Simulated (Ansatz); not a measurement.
```
CELL_PARAMETERS angstrom
3.18141 0.00000 0.00000
-1.59071 2.75518 0.00000
0.00000 0.00000 48.34140
ATOMIC_POSITIONS crystal
S 0.33333 0.66667 0.15515
W 0.66667 0.33333 0.18740
S 0.33333 0.66667 0.21966
S 0.66667 0.33333 0.29032
W 0.33333 0.66667 0.32259
S 0.66667 0.33333 0.35484
S 0.33333 0.66667 0.64516
W 0.66667 0.33333 0.67741
S 0.33333 0.66667 0.70968
S 0.66667 0.33333 0.78034
W 0.33333 0.66667 0.81260
S 0.66667 0.33333 0.84485
```

All numbers below come from Ansatz 0.2.0, DFT r2SCAN, scalar-relativistic, plane waves, PAW.

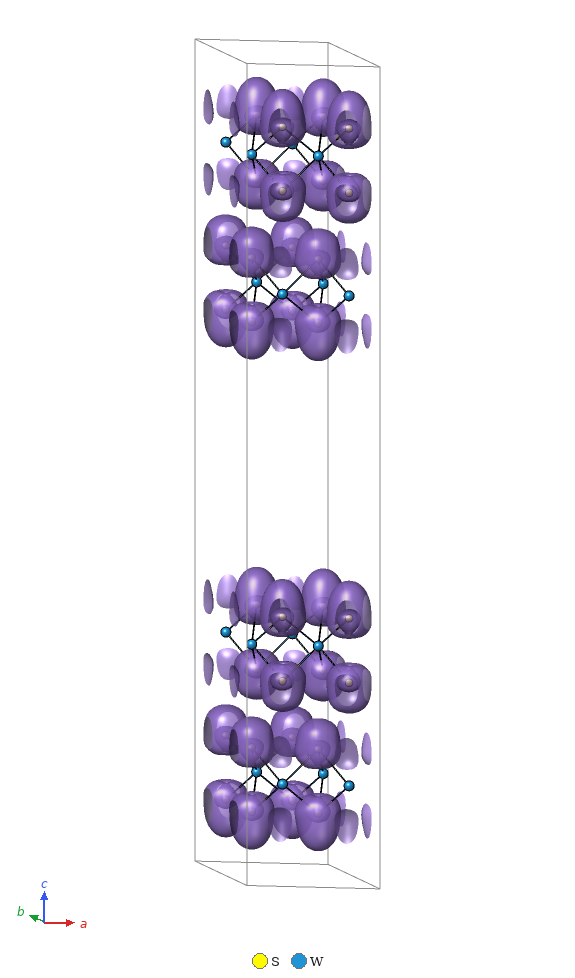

WS2 (slab). Isosurface of the ELF at 0.7 (purple), seen slightly off an axis. Only the valence region is drawn (cores and ρ < 0.01 e/Å³ removed). Sticks mark near contacts.

Core electrons are frozen (PAW), and the valence fields are smoothed inside the atomic spheres.

### Identify the bonds, lone pairs and shells in this picture.

The surface consists of eight regions wrapped around S (the valence shell of each), counted in one cell of 12 atoms. Counts are for one cell; the picture repeats the cell along the surface.

Values along the shortest contacts:
W–S (2.41 Å): the ELF peaks at about 0.85 in the valence shell of S, 0.8 Å from its nucleus, and is about 0.50 at the midpoint.
